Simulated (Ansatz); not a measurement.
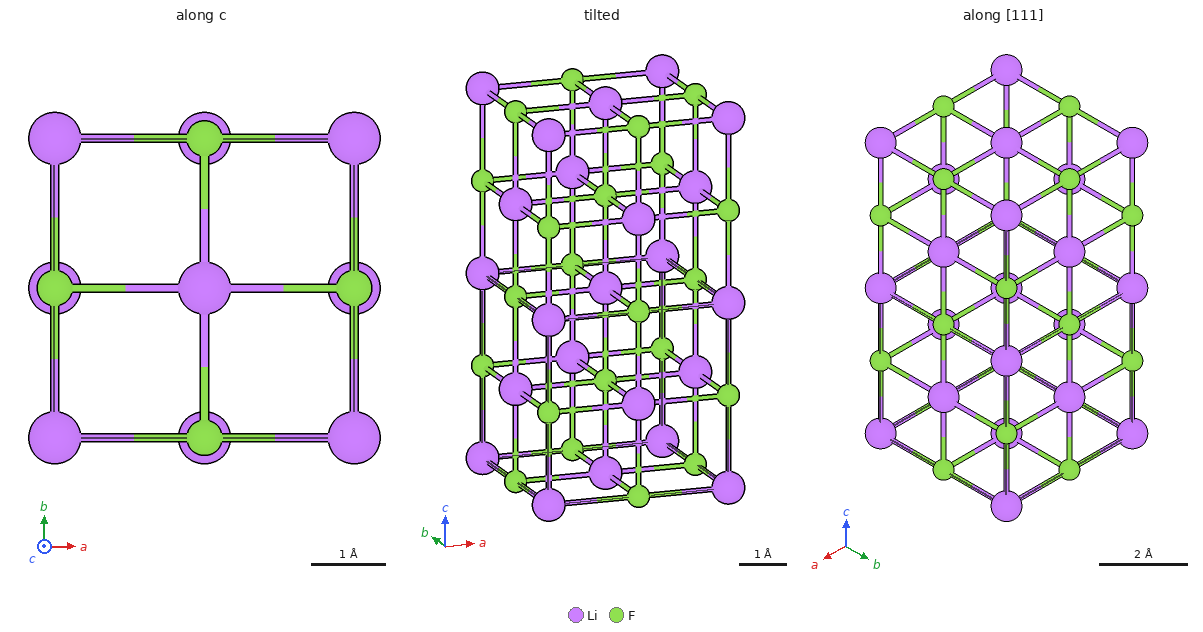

Ball-and-stick representation of a periodic structure, projected along the c axis, slightly off an axis and along [111]. The solid frame is a single conventional unit cell within a 1×1×2 block.

- It has the composition LiF.
- It takes space group Fm-3m (No. 225) on a face-centred cubic lattice.
- The structure type is rock salt (NaCl type).
- The cell comprises 4 formula units: 4 Li, 4 F.
- The Li atoms are each bonded to six F in an octahedral arrangement at about 2.0 Å. The coordination shell of F holds six Li in an octahedral arrangement at about 2.0 Å.
- The bonds build a three-dimensional framework.

The initial geometry was a structure listed in the Materials Project. Earlier steps of the study may have refined or changed the cell and positions. It was set up as input for a calculation with Ansatz.
